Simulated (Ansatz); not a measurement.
## Run report: HfO2, geometry relaxation

The run: geometry relaxation of HfO2 (P4₂/mnm, 6 atoms in the cell). Method and program: DFT, r2SCAN+rVV10, plane waves, PAW, no spin polarisation (Ansatz 0.2.0).

The structure was built on a prototype by a generator. The geometry comes from this level: PBEsol. Figures and captions count atoms from 1; the log counts them from 0 in places.

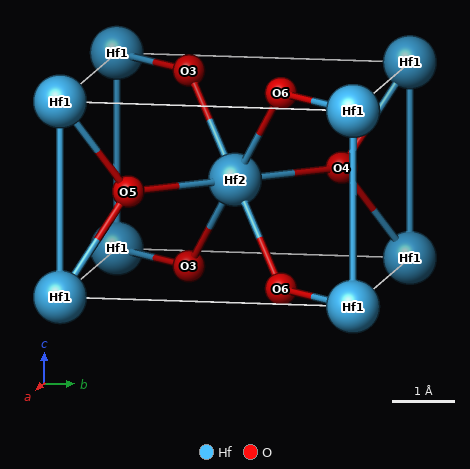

The input geometry (ball-and-stick view of the cell of the calculation, seen slightly off an axis; atoms are numbered from 1 in the order of the input). An atom can appear more than once, as a periodic image. Near neighbours in the periodic cell (some may lie outside the picture): Hf has 2 Hf at 3.21 Å and 6 O at 2.08 to 2.09 Å; O has 3 Hf at 2.08 to 2.09 Å.

Input file
```yaml
crystal:
  lattice:
    - [4.830371178, 0.0, 0.0]
    - [0.0, 4.830371178, 0.0]
    - [0.0, 0.0, 3.2097646767]
  atoms:
    - { symbol: Hf, position: [0.0, 0.0, 0.0] }
    - { symbol: Hf, position: [0.5, 0.5, 0.5] }
    - { symbol: O, position: [0.3050323812, 0.3050323812, 0.0] }
    - { symbol: O, position: [0.1949676188, 0.8050323812, 0.5] }
    - { symbol: O, position: [0.8050323812, 0.1949676188, 0.5] }
    - { symbol: O, position: [0.6949676188, 0.6949676188, 0.0] }
kpoints:
  mp_grid: { grid: [6, 6, 8] }
hamiltonian:
  xc: r2scan
  dispersion: rvv10
scf:
  occupations: { method: fermi_dirac, width: 0.03 }
relax:
  f_tol: 0.01
  cell: {}
  max_steps: 120
```

Hardware: 2 threads of Arm Neoverse V1, 24 GiB of memory available, shared host.

Launch command:
```bash
ansatz run input.yaml --threads 2 --pin off --max-ram 2211MiB --backend cpu --events-out ev --progress --plain --runs-dir out
```

Log
```
Engine: ansatz 0.2.0, aarch64-unknown-linux-gnu
Pseudopotentials: kind: paw
Pseudopotential: Hf, paw, valence charge 26, recommended cutoff 500 eV (meta_gga), Hf.paw.azcp
Pseudopotential: O, paw, valence charge 6, recommended cutoff 500 eV (meta_gga), O.paw.azcp
Functional definition: r2SCAN+rVV10
  parameter k0 = 0.174
  parameter k1 = 0.065
  parameter a1 = 4.9479
  exchange = r2scan_x(k0 = k0, k1 = k1, a1 = a1)
  correlation = r2scan_c + rvv10(11.95, 0.0093)
Crystal: 6 atoms, lattice volume = 74.892 Å³
Basis set: ecut = 500 eV, 1931 PW (Γ), exchange–correlation on 160×160×108 points (64 copies of the dense FFT grid, shifted against one another)
Bands: 46, of which v1, the nominal top of the filled ones, is band 38 counted from 1 (37 counted from 0)
Symmetry: 16 space group operations
Space group: P42/mnm (ITA 136), of the structure as read, at distance tolerance 4.2e-5 Å
k-points: 50 of 288
Non-local potential: Hf, projectors of the file, l = 0: 3, l = 1: 2, l = 2: 2, l = 3: 3
Non-local potential: O, projectors of the file, l = 0: 2, l = 1: 2, l = 2: 1
PAW form: soft (Blöchl's): semilocal exchange-correlation on the pseudo side does not see the compensation charge
rVV10 density: all electrons in the spheres
PAW frozen core: Hf, regenerated for the run's functional (the file was generated under x = pbe(κ = 0.804, μ = 0.2195149727645171), c = pbe(β = 0.06672455060314922))
PAW frozen core: O, regenerated for the run's functional (the file was generated under x = pbe(κ = 0.804, μ = 0.2195149727645171), c = pbe(β = 0.06672455060314922))
PAW one-centre angular grid: Hf, 974 points (default); XC on 160 Gauss nodes
PAW one-centre angular grid: O, 302 points (default); XC on 160 Gauss nodes
Initial density: superposition of atomic densities (neutral atoms: chi_scale 0, normalization atom), corrected by the library's trained network
Initial wavefunctions: pseudopotential atomic-orbital guess
Functional: x = r2scan, c = r2scan + rvv10(b = 11.95, C = 0.0093); τ floored in thin density (d = 2e-4 eV/Å³)
SCF iter   1: F=—  HF=-33745.871657 eV  |F-HF|=—  |Δ(HF+E_count)|=         —  Δρ=9.34e-3  dr2=5.11e-2  dr2_τ=3.87e-1  ethr=1.77e-3  ⟨swp⟩=6.1  Hψ=7559  notcnv=0  defer=8
preconditioner: auto → Resta (q_TF=auto, 2.735 Å⁻¹)  ε∞=4.7  [insulator: Δε(μ)=4.658 eV  Ē_g=18.983 eV  σ=0.030 eV  W_gap=1.00  n_scr=30 (ndim 8)  ℏωp=36.4 eV  f_vac=0.088  D(μ)=0.00/eV (n_scr^D=0)  ε∞_Penn≈4.7]
SCF iter   2: F=—  HF=-33745.939273 eV  |F-HF|=—  |Δ(HF+E_count)|=   6.76e-2  Δρ=5.09e-3  dr2=1.63e-2  dr2_τ=2.25e-3  ethr=6.72e-5  ⟨swp⟩=2.3  Hψ=4927  notcnv=0  defer=88
SCF iter   3: F=—  HF=-33745.937379 eV  |F-HF|=—  |Δ(HF+E_count)|=   1.89e-3  Δρ=3.27e-3  dr2=4.18e-3  dr2_τ=7.30e-4  ethr=2.14e-5  ⟨swp⟩=2.0  Hψ=3824  notcnv=0  defer=38
automatic band count: iteration 3 solves 45 bands in place of 46: the levels show a gap, and the empty bands left out lie too high to hold charge; the band table lists the bands solved (type scf.n_extra_bands for more)
SCF iter   4: F=—  HF=-33745.937160 eV  |F-HF|=—  |Δ(HF+E_count)|=   2.20e-4  Δρ=7.02e-4  dr2=3.85e-4  dr2_τ=7.71e-5  ethr=5.50e-6  ⟨swp⟩=2.3  Hψ=4186  notcnv=0  defer=38
SCF iter   5: F=—  HF=-33745.937170 eV  |F-HF|=—  |Δ(HF+E_count)|=   1.07e-5  Δρ=2.12e-4  dr2=2.46e-5  dr2_τ=2.58e-6  ethr=5.06e-7  ⟨swp⟩=2.0  Hψ=3661  notcnv=0  defer=38
SCF iter   6: F=—  HF=-33745.937181 eV  |F-HF|=—  |Δ(HF+E_count)|=   1.02e-5  Δρ=6.49e-5  dr2=2.62e-6  dr2_τ=2.29e-7  ethr=3.23e-8  ⟨swp⟩=2.0  Hψ=3968  notcnv=0  defer=38
SCF iter   7: F=—  HF=-33745.937180 eV  |F-HF|=—  |Δ(HF+E_count)|=   2.83e-7  Δρ=2.14e-5  dr2=3.78e-7  dr2_τ=2.34e-8  ethr=3.45e-9  ⟨swp⟩=2.0  Hψ=3701  notcnv=0  defer=38
SCF iter   8: F=-33745.937180 eV  HF=-33745.937180 eV  |F-HF|=8.73e-10  |Δ(HF+E_count)|=   5.01e-8  Δρ=2.43e-6  dr2=4.19e-9  dr2_τ=8.63e-10  ethr=1.32e-10  ⟨swp⟩=4.0  Hψ=8151  notcnv=0
SCF 1 converged in 8 iterations: F = -33745.937180 eV  dr2 = 4.19e-9
  greatest PAW one-centre occupation: 0.999 electrons in one spin orbital (limit 2), on the Hf atom at site 1 (counted from 0), in its partial waves of l = 3
relax step   1: F+E_penalty+E_count = -33745.93718022 eV  Δ(F+E_penalty+E_count) = +0.000e0 eV  max|allowed force component| = 2.271e-2 eV/Å  Δτ_max = 0.0000 Å  P = +0.137 GPa  Ω = 74.892 Å³  (8 SCF iters, dr2 threshold 1.00e-7 eV, accepted)
Crystal: 6 atoms, lattice volume = 74.900 Å³
rVV10 density: all electrons in the spheres
Initial density: handed on by an earlier stage of this run
Initial wavefunctions: those handed on with the density
iter 1 solved again at ethr=1.70e-7 eV; its pass at ethr=3.10e-3 eV (dr2=1.29e-4 eV) is discarded
SCF iter   1: F=—  HF=-33745.937120 eV  |F-HF|=—  |Δ(HF+E_count)|=         —  Δρ=5.76e-4  dr2=1.41e-4  dr2_τ=1.17e-3  ethr=1.70e-7  ⟨swp⟩=3.0  Hψ=11132  notcnv=0
automatic band count: iteration 1 solves 44 bands in place of 46: the levels show a gap, and the empty bands left out lie too high to hold charge; the band table lists the bands solved (type scf.n_extra_bands for more)
preconditioner: auto → Resta (q_TF=auto, 2.735 Å⁻¹)  ε∞=5.1  [insulator: Δε(μ)=4.547 eV  Ē_g=18.024 eV  σ=0.030 eV  W_gap=1.00  n_scr=30 (ndim 8)  ℏωp=36.4 eV  f_vac=0.090  D(μ)=0.00/eV (n_scr^D=0)  ε∞_Penn≈5.1]
SCF iter   2: F=—  HF=-33745.937431 eV  |F-HF|=—  |Δ(HF+E_count)|=   3.11e-4  Δρ=3.04e-4  dr2=3.74e-5  dr2_τ=3.28e-6  ethr=1.70e-7  ⟨swp⟩=2.0  Hψ=4100  notcnv=0
SCF iter   3: F=—  HF=-33745.937429 eV  |F-HF|=—  |Δ(HF+E_count)|=   2.13e-6  Δρ=8.50e-5  dr2=4.11e-6  dr2_τ=7.86e-7  ethr=4.93e-8  ⟨swp⟩=2.0  Hψ=3700  notcnv=0
SCF iter   4: F=-33745.937430 eV  HF=-33745.937430 eV  |F-HF|=3.04e-7  |Δ(HF+E_count)|=   5.77e-7  Δρ=3.63e-5  dr2=5.41e-7  dr2_τ=7.69e-8  ethr=7.89e-10  ⟨swp⟩=3.0  Hψ=9753  notcnv=0
SCF 2 converged in 4 iterations: F = -33745.937430 eV  dr2 = 5.41e-7
relax step   2: F+E_penalty+E_count = -33745.93743010 eV  Δ(F+E_penalty+E_count) = -2.499e-4 eV  max|allowed force component| = 3.078e-2 eV/Å  Δτ_max = 0.0018 Å  P = -0.050 GPa  Ω = 74.900 Å³  energy of the carried Pulay correction = -3.872e-6 eV  (4 SCF iters, dr2 threshold 6.00e-7 eV, accepted)
Crystal: 6 atoms, lattice volume = 74.894 Å³
rVV10 density: all electrons in the spheres
iter 1 solved again at ethr=2.63e-8 eV; its pass at ethr=3.10e-3 eV (dr2=2.00e-5 eV) is discarded
SCF iter   1: F=—  HF=-33745.937688 eV  |F-HF|=—  |Δ(HF+E_count)|=         —  Δρ=2.53e-4  dr2=1.71e-5  dr2_τ=6.81e-4  ethr=2.63e-8  ⟨swp⟩=3.0  Hψ=10811  notcnv=0
automatic band count: iteration 1 solves 44 bands in place of 46: the levels show a gap, and the empty bands left out lie too high to hold charge; the band table lists the bands solved (type scf.n_extra_bands for more)
preconditioner: auto → Resta (q_TF=auto, 2.735 Å⁻¹)  ε∞=5.1  [insulator: Δε(μ)=4.531 eV  Ē_g=18.027 eV  σ=0.030 eV  W_gap=1.00  n_scr=30 (ndim 8)  ℏωp=36.4 eV  f_vac=0.090  D(μ)=0.00/eV (n_scr^D=0)  ε∞_Penn≈5.1]
SCF iter   2: F=—  HF=-33745.937717 eV  |F-HF|=—  |Δ(HF+E_count)|=   2.86e-5  Δρ=1.28e-4  dr2=5.47e-6  dr2_τ=9.96e-7  ethr=2.24e-8  ⟨swp⟩=2.0  Hψ=4100  notcnv=0
SCF iter   3: F=—  HF=-33745.937718 eV  |F-HF|=—  |Δ(HF+E_count)|=   1.10e-6  Δρ=3.86e-5  dr2=8.00e-7  dr2_τ=1.77e-7  ethr=7.20e-9  ⟨swp⟩=2.1  Hψ=3387  notcnv=0
SCF iter   4: F=-33745.937718 eV  HF=-33745.937718 eV  |F-HF|=2.78e-8  |Δ(HF+E_count)|=   1.52e-7  Δρ=1.25e-5  dr2=7.67e-8  dr2_τ=2.13e-8  ethr=2.60e-10  ⟨swp⟩=4.2  Hψ=8122  notcnv=0
SCF 3 converged in 4 iterations: F = -33745.937718 eV  dr2 = 7.67e-8
  greatest PAW one-centre occupation: 0.999 electrons in one spin orbital (limit 2), on the Hf atom at site 0 (counted from 0), in its partial waves of l = 3
relax step   3: F+E_penalty+E_count = -33745.93771787 eV  Δ(F+E_penalty+E_count) = -2.878e-4 eV  max|allowed force component| = 5.860e-3 eV/Å  Δτ_max = 0.0019 Å  P = -0.011 GPa  Ω = 74.894 Å³  energy of the carried Pulay correction = -1.134e-6 eV  (4 SCF iters, dr2 threshold 1.97e-7 eV, accepted)
rVV10 density: all electrons in the spheres
Initial wavefunctions: pseudopotential atomic-orbital guess (no wavefunctions were taken with the density)
iter 1 solved again at ethr=8.11e-8 eV; its pass at ethr=3.10e-3 eV (dr2=6.17e-5 eV) is discarded
SCF iter   1: F=—  HF=-33745.937716 eV  |F-HF|=—  |Δ(HF+E_count)|=         —  Δρ=1.25e-5  dr2=7.30e-8  dr2_τ=3.80e-8  ethr=8.11e-8  ⟨swp⟩=3.2  Hψ=14117  notcnv=0
preconditioner: auto → Resta (q_TF=auto, 2.735 Å⁻¹)  ε∞=4.7  [insulator: Δε(μ)=4.531 eV  Ē_g=18.807 eV  σ=0.030 eV  W_gap=1.00  n_scr=30 (ndim 8)  ℏωp=36.4 eV  f_vac=0.090  D(μ)=0.00/eV (n_scr^D=0)  ε∞_Penn≈4.7]
SCF iter   2: F=—  HF=-33745.937719 eV  |F-HF|=—  |Δ(HF+E_count)|=   3.57e-6  Δρ=7.37e-6  dr2=2.83e-8  dr2_τ=6.41e-9  ethr=9.61e-11  ⟨swp⟩=2.0  Hψ=4202  notcnv=0
SCF iter   3: F=—  HF=-33745.937719 eV  |F-HF|=—  |Δ(HF+E_count)|=   1.08e-8  Δρ=5.01e-6  dr2=1.47e-8  dr2_τ=1.94e-9  ethr=3.73e-11  ⟨swp⟩=2.0  Hψ=3000  notcnv=0
SCF iter   4: F=—  HF=-33745.937719 eV  |F-HF|=—  |Δ(HF+E_count)|=   1.03e-8  Δρ=1.51e-6  dr2=1.47e-9  dr2_τ=2.02e-10  ethr=1.94e-11  ⟨swp⟩=2.0  Hψ=3800  notcnv=0
SCF iter   5: F=—  HF=-33745.937719 eV  |F-HF|=—  |Δ(HF+E_count)|=  7.57e-10  Δρ=3.17e-7  dr2=6.61e-11  dr2_τ=1.02e-11  ethr=1.94e-12  ⟨swp⟩=2.0  Hψ=3903  notcnv=0
SCF iter   6: F=-33745.937719 eV  HF=-33745.937719 eV  |F-HF|=1.46e-11  |Δ(HF+E_count)|=  1.46e-11  Δρ=8.49e-8  dr2=4.47e-12  dr2_τ=5.04e-13  ethr=1.00e-12  ⟨swp⟩=4.0  Hψ=7510  notcnv=0
SCF 4 converged in 6 iterations: F = -33745.937719 eV  dr2 = 4.47e-12
relax step   4: F+E_penalty+E_count = -33745.93771925 eV  Δ(F+E_penalty+E_count) = -1.386e-6 eV  max|allowed force component| = 5.827e-3 eV/Å  Δτ_max = 0.0000 Å  P = -0.011 GPa  Ω = 74.894 Å³  stress off target by 2.40e-2 GPa  SCF on the basis re-selected at this cell (its energy is not comparable with the rows above)  (6 SCF iters)
```

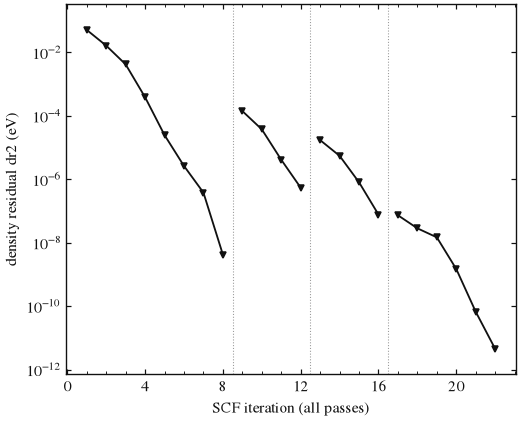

Convergence of the self-consistent field: density residual dr2 against the SCF iteration. The dotted lines part the SCF passes of the relaxation: geometry steps, rejected trials and re-solves on a re-selected basis. The passes take 8, 4, 4 and 6 iterations.

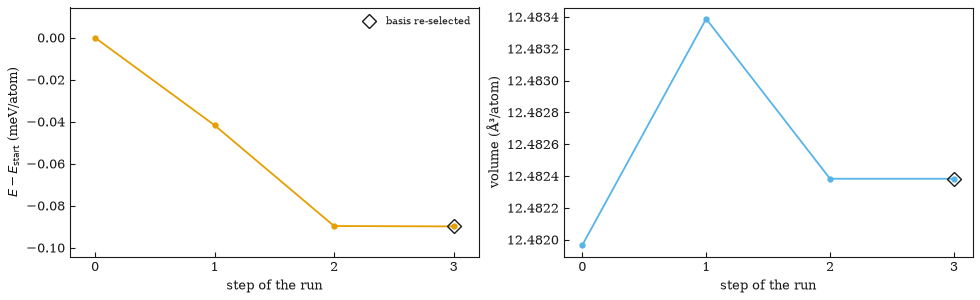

Progress of the relaxation, step by step (the first geometry is step 0 here and step 1 in the log). Over 2 geometry steps the energy falls by 0.1 meV per atom. The largest force component goes from 0.023 to 0.0058 eV/Å. Pressure: 0.14 GPa at the start and −0.01 GPa at the end. The atoms keep their places relative to the cell (all moves are under 0.005 Å). Among the contacts that change: Hf1–Hf1 3.210 → 3.217 Å. The space group stays P4_2/mnm (No. 136). A last SCF at the same geometry on a re-selected plane-wave basis shifts the energy by next to nothing (0.0 meV per atom). (Atoms are counted from 1 in the order of the input.)

```
basis re-selected at this cell: Δ(F+E_penalty+E_count) = -1.386e-6 eV, ΔP = -0.000 GPa vs the last step (what re-selecting the basis moved, of the pressure what is left beyond the Pulay correction that the steps carried, after the strain that the cell walked since its last selection, with what the two solves' SCF thresholds leave and, on support functions, any second-order correction that the steps lacked; it is no measure of the basis error at this ecutwfc). This SCF's stress stands 2.40e-2 GPa from its target on what of the cell is left free (relax.cell.stress_tol is 5.00e-2 GPa) and its largest allowed force component is 5.83e-3 eV/Å (relax.f_tol is 1.00e-2 eV/Å): within both
SCF converged after 6 iterations
Free energy (F): -33745.937719 eV
Harris-Foulkes:  -33745.937719 eV  (|F-HF|=1.46e-11)
Internal energy: -33745.937719 eV  (E = F + TS)
E sigma→0 (E₀):  -33745.937719 eV
Fermi energy:    14.375856 eV
--- Per-component energies (eV) ---
  E_band       = -172.694177
  E_kinetic    = 1547.027749
  E_local      = -12985.262170  (includes V_loc(G=0)·N_el)
  E_nonlocal   = -2303.986759
  E_hartree    = 5912.439171
  E_xc         = -854.132849
  E_vxc        = -1007.739995  (∫ρ·V_xc dr)
  E_paw        = -14544.388275  (= ΣΔE_a)
  E_vpaw       = 2696.637472  (= ΣTr[D̂ρ^β])
  E_aug_tail   = 0.003085  (compensation charges beyond the density's cutoff)
  E_vtau       = 55.748040  (kinetic-family band-sum trace: ∫τ·v_τ [+ j·A + Jᵃ·Aᵃ] dr)
  E_ewald      = -10518.152952
  E_core_change = 0.515280  (= ΣΔE_core)
  E_smearing   = -0.000000  (= −TS)
  E_closure    = -0.000000  (closes the sum)
  Σ components = -33745.937719   (vs F -33745.937719, Δ=0.00e0)
--- Forces (eV/Å), atoms counted from 1 ---
  atom   1  Hf    -0.00000000     0.00000000     0.00000000
  atom   2  Hf    -0.00000000     0.00000000     0.00000000
  atom   3  O     -0.00582700    -0.00582700     0.00000000
  atom   4  O      0.00582700    -0.00582700     0.00000000
  atom   5  O     -0.00582700     0.00582700     0.00000000
  atom   6  O      0.00582700     0.00582700     0.00000000
  max |Σ_I F_I| component: 4.34e-18 eV/Å
--- Stress (GPa, compression-positive) ---
       -0.024012       0.000000       0.000000
        0.000000      -0.024012       0.000000
        0.000000       0.000000       0.014762
  P = ⅓ Tr σ = -0.0111 GPa (-0.111 kbar)
--- Relaxed structure (3 steps of the walk, 3 accepted, 1 SCFs on fresh bases) ---
  F+E_penalty+E_count = -33745.93771925 eV   max|allowed force component| = 5.827e-3 eV/Å   (the final SCF, on the basis selected at the relaxed cell)
  cell:  # Å, volume = 74.8943 Å³
    - [4.825301967712497, -5.517592186370801e-35, 0.0]
    - [-5.517592186370801e-35, 4.825301967712497, 0.0]
    - [0.0, 0.0, 3.216619702561859]
  atoms:
    - { symbol: Hf, position: [-1.4963683362795818e-20, 2.244552504419368e-20, 0.0] }
    - { symbol: Hf, position: [0.5, 0.5, 0.4999999999999999] }
    - { symbol: O, position: [0.3050131758556596, 0.3050131758556596, 0.0] }
    - { symbol: O, position: [0.19498682414434038, 0.8050131758556596, 0.4999999999999999] }
    - { symbol: O, position: [0.8050131758556596, 0.19498682414434038, 0.4999999999999999] }
    - { symbol: O, position: [0.6949868241443404, 0.6949868241443404, 0.0] }
```

Trajectory as extended XYZ (Å, eV, eV/Å), 4 frames, from step=1 to step=4
```
6
Lattice="4.8304 0.0000 0.0000 0.0000 4.8304 0.0000 0.0000 0.0000 3.2098" Properties=species:S:1:pos:R:3:forces:R:3 step=1 energy=-33745.93718 pressure_GPa=0.14
Hf    0.0000    0.0000    0.0000    0.0000   0.0000   0.0000
Hf    2.4152    2.4152    1.6049    0.0000   0.0000   0.0000
O     1.4734    1.4734    0.0000   -0.0227  -0.0227   0.0000
O     0.9418    3.8886    1.6049    0.0227  -0.0227   0.0000
O     3.8886    0.9418    1.6049   -0.0227   0.0227   0.0000
O     3.3570    3.3570    0.0000    0.0227   0.0227   0.0000
6
Lattice="4.8226 0.0000 0.0000 0.0000 4.8226 0.0000 0.0000 0.0000 3.2205" Properties=species:S:1:pos:R:3:forces:R:3 step=2 energy=-33745.93743 pressure_GPa=-0.05
Hf    0.0000    0.0000    0.0000    0.0000   0.0000   0.0000
Hf    2.4113    2.4113    1.6102    0.0000   0.0000   0.0000
O     1.4723    1.4723    0.0000   -0.0308  -0.0308   0.0000
O     0.9390    3.8836    1.6102    0.0308  -0.0308   0.0000
O     3.8836    0.9390    1.6102   -0.0308   0.0308   0.0000
O     3.3503    3.3503    0.0000    0.0308   0.0308   0.0000
6
Lattice="4.8253 0.0000 0.0000 0.0000 4.8253 0.0000 0.0000 0.0000 3.2166" Properties=species:S:1:pos:R:3:forces:R:3 step=3 energy=-33745.93772 pressure_GPa=-0.01
Hf    0.0000    0.0000    0.0000    0.0000   0.0000   0.0000
Hf    2.4127    2.4127    1.6083    0.0000   0.0000   0.0000
O     1.4718    1.4718    0.0000   -0.0059  -0.0059   0.0000
O     0.9409    3.8844    1.6083    0.0059  -0.0059   0.0000
O     3.8844    0.9409    1.6083   -0.0059   0.0059   0.0000
O     3.3535    3.3535    0.0000    0.0059   0.0059   0.0000
6
Lattice="4.8253 0.0000 0.0000 0.0000 4.8253 0.0000 0.0000 0.0000 3.2166" Properties=species:S:1:pos:R:3:forces:R:3 step=4 energy=-33745.93772 pressure_GPa=-0.01
Hf    0.0000    0.0000    0.0000    0.0000   0.0000   0.0000
Hf    2.4127    2.4127    1.6083    0.0000   0.0000   0.0000
O     1.4718    1.4718    0.0000   -0.0058  -0.0058   0.0000
O     0.9409    3.8844    1.6083    0.0058  -0.0058   0.0000
O     3.8844    0.9409    1.6083   -0.0058   0.0058   0.0000
O     3.3535    3.3535    0.0000    0.0058   0.0058   0.0000
```

Results in brief

- outcome: converged
- space group (tolerance 0.01 Å): P4₂/mnm (136)
- electrons treated: 76
- free energy: −33745.9377 eV
- Fermi energy: 14.376 eV
- pressure: −0.01 GPa
- final volume: 74.89 Å³
- largest force (length of the vector) at the end: 0.008 eV/Å
- final cell: a = 4.825 Å, b = 4.825 Å, c = 3.217 Å, α = 90.00°, β = 90.00°, γ = 90.00°
- wall time: 43 s (CPU time 84 s)
- peak memory: 0.68 GiB

Remarks

Spin–orbit coupling is left out, which matters for Hf.
